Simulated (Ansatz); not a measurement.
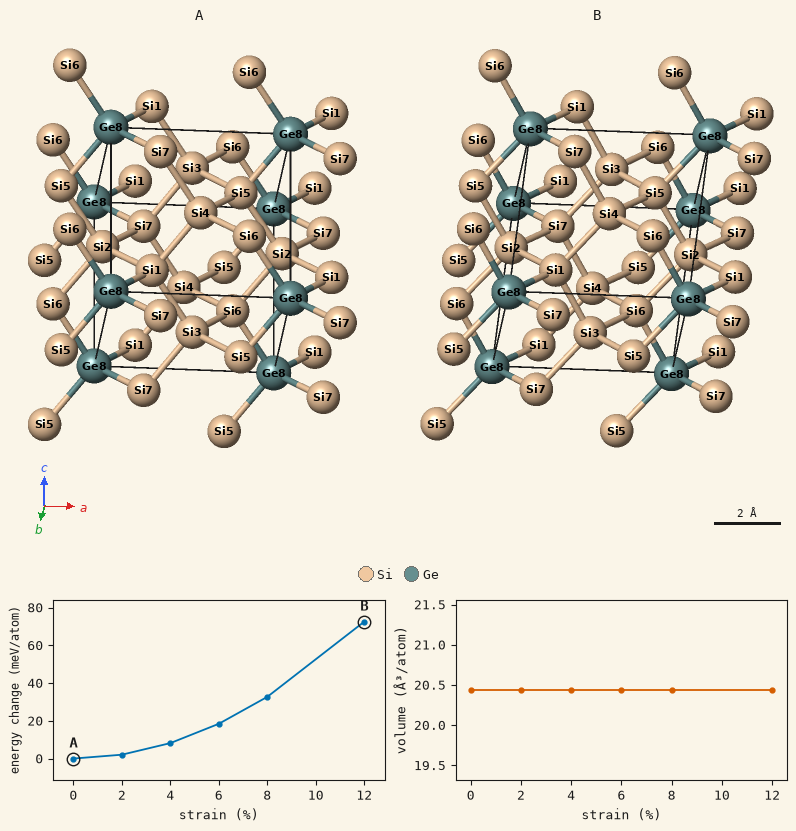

Members of a series of calculations on a crystal of Si7Ge (set up in P-43m), marked on the first curve. A ball-and-stick model of the cell of the calculation, seen from a free direction.

Method: DFT r2SCAN, scalar-relativistic, plane waves, PAW in Ansatz 0.2.0. Set-up: plane-wave cutoff 500 eV; k-point mesh 8 × 8 × 8; occupations gaussian; smearing width 0.02 eV; no spin polarisation.

Q: Describe the series.

A: Shear of c along a, cell held, atoms relaxed. A (strain 0.0 %): energy change 0.0 meV/atom, volume 20.44 Å³ per atom. B (strain 12.0 %): energy change 72.5 meV/atom, volume 20.44 Å³ per atom. The rest compares A with B. The drawn cell changes at constant volume: a = b unchanged at 5.468 Å, c 5.468 → 5.507 Å (+0.7 %), β 90.0° → 83.2°. Near-neighbour distances before and after: Si–Si 2.360 → 2.321 to 2.412 Å, Ge–Si 2.391 → 2.358 to 2.442 Å.
